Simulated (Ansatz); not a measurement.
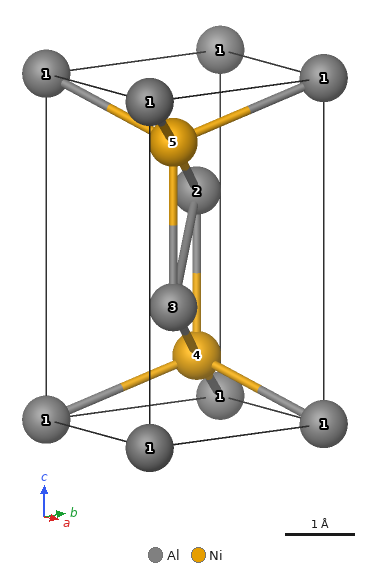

This is the input geometry for a relaxation of a crystal of Al3Ni2 (a generated structure, set up in P-3m1) (coarse preliminary run). The picture is a ball-and-stick view of the cell of the calculation, seen slightly off an axis.

Case: Ga → Al, Pt → Ni on all its sites, cell and atoms relaxed.

These are results of Ansatz, DFT r2SCAN, scalar-relativistic, plane waves, PAW, not measurements.

The input:
```yaml
crystal:
  lattice:
    - [4.1176405227, 0.0, 0.0]
    - [-2.0588202614, 3.5659812963, 0.0]
    - [0.0, 0.0, 5.1106501673]
  atoms:
    - { symbol: Al, position: [0.0, 0.0, 0.0] }
    - { symbol: Al, position: [0.3333333333, 0.6666666667, 0.6434900404] }
    - { symbol: Al, position: [0.6666666667, 0.3333333333, 0.3565099596] }
    - { symbol: Ni, position: [0.3333333333, 0.6666666667, 0.1669197516] }
    - { symbol: Ni, position: [0.6666666667, 0.3333333333, 0.8330802484] }
basis:
  ecutwfc: 500
kpoints:
  mp_grid: { grid: [6, 6, 4] }
hamiltonian:
  xc: r2scan
scf:
  occupations: { method: gaussian, width: 0.1 }
output:
  forces: true
  stress: true
  eigenvalues: true
relax:
  adjacent_minimum: "off"
  f_tol: 0.05
  max_steps: 60
  cell: { stress_tol: 0.5 }
```

Command:
```bash
ansatz run input.yaml --threads 1 --pin off --max-ram 2560MiB --backend cpu --events-out ev --progress --plain --runs-dir out
```

Question: Where does the relaxation end?

Answer: Over 3 accepted moves (4 points after the start) the energy falls by 93.3 meV per atom. Largest force component: 0.97 eV/Å at the start, 0.0089 eV/Å at the end. Pressure: −11.90 GPa at the start and −0.10 GPa at the end. At 1 point the geometry stayed and the basis and grid were re-selected for the new cell (energy shift of 0.4 meV per atom at most each time). The largest moves relative to the cell, 0.099 Å, are those of Ni4 and Ni5. Ni5 goes along +c. Largest moves by element: Ni 0.099 Å, Al 0.022 Å. Cell: a = b 4.118 → 4.017 Å (−2.4 %), c 5.111 → 4.843 Å (−5.2 %). Volume −9.8 %. Among the contacts that change: Al2–Ni4 2.675 → 2.414 Å, Ni4–Ni5 2.926 → 2.719 Å, Al1–Ni4 2.526 → 2.425 Å, Al2–Al3 2.793 → 2.727 Å. Bond angles that change, for instance: Ni4–Al1–Ni4 109.2° → 111.8°, Ni4–Al1–Ni5 70.8° → 68.2°. The space group stays P-3m1 (No. 164). The run took 53 s on 1 thread of Arm Neoverse V1, on a shared host, peak memory 0.55 GiB.

History of the run:

```tsv
step	E − E(0), meV/atom	largest force component, eV/Å	pressure, GPa	volume, Å³/atom	note
0	0.00	0.9741	-11.90	15.008	
1	-89.40	0.4305	-2.26	13.746	
2	-93.04	0.1983	0.88	13.463	
3	-93.76	0.0087	-0.06	13.538	
4	-93.35	0.0089	-0.10	13.538	same geometry, new basis
```

After the run, drawn alike:

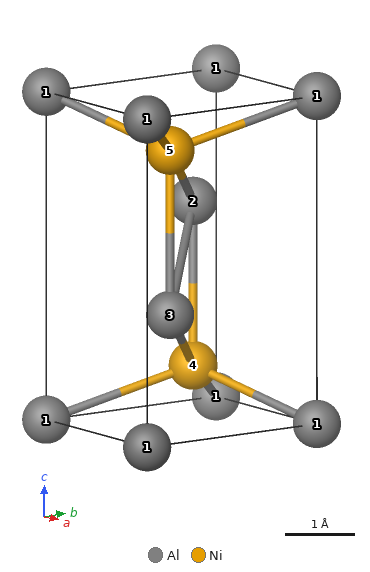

Limits of the set-up: an element that often carries a moment was run without spin polarisation.
